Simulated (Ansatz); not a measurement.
CaS

The calculation's input:

```
crystal:
  lattice:
    - [0.0, 2.8479450796, 2.8479450796]
    - [2.8826900096, 0.0, 2.8479450796]
    - [2.8826900096, 2.8479450796, 0.0]
  atoms:
    - { symbol: Ca, position: [0.0, 0.0, 0.0] }
    - { symbol: S, position: [0.5, 0.5, 0.5] }
kpoints:
  mp_grid: { grid: [8, 8, 8] }
  band_path:
    path:
      - [0.0, 0.0, 0.0]
      - [0.5, 0.0, 0.5]
      - [0.625, 0.25, 0.625]
      - [0.375, 0.375, 0.75]
      - [0.5, 0.5, 0.5]
      - [0.5, 0.25, 0.75]
    npoints: 1
hamiltonian:
  xc: r2scan
scf:
  occupations: { method: fixed }
  n_extra_bands: 4
output:
  forces: true
  stress: true
  eigenvalues: true
  write_density: true
  write_potential: true
  elf: true
  volumetric_format: npy
```

Command:

```sh
ansatz run input.yaml --threads 4 --pin off --max-ram 3686MiB --backend cpu --events-out ev --progress --plain --runs-dir out
```

Below, planes, directions and counts refer to the conventional cell (a = 4.03 Å, b = 4.03 Å, c = 5.77 Å, α = 90.00°, β = 90.00°, γ = 90.00°).

Space group I4/mmm; started from the rocksalt prototype, which need not be the ambient phase; changed on purpose from its base cell (uniaxial x strain +1.2%).

Method: DFT, r2SCAN, plane waves, PAW (Ansatz).

Question: What will maps of the valence pseudo-density and electron localisation function show?

Answer: Ca–S (2.85 Å): the density is about 0.2 e/Å³ at the midpoint, with its minimum of 0.17 e/Å³ about 1.3 Å from Ca; the ELF peaks at about 0.85 in the valence shell of S, 0.9 Å from its nucleus, and is about 0.30 at the midpoint: a closed-shell, largely ionic contact.

Question: Does the calculation make it a metal, or give it a gap?

Answer: It is gapped, with a Kohn–Sham gap of 2.8 eV on the k-point mesh (the band edges may lie off the mesh, which would make the gap smaller).

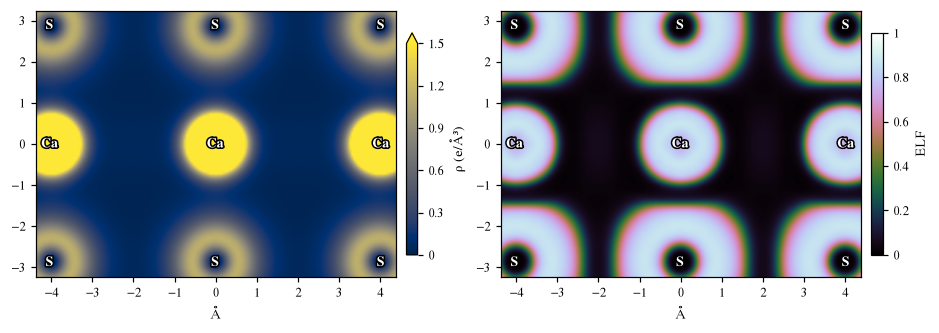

Computed valence pseudo-density and electron localisation function on the (100) plane of the conventional cell, in this order. 
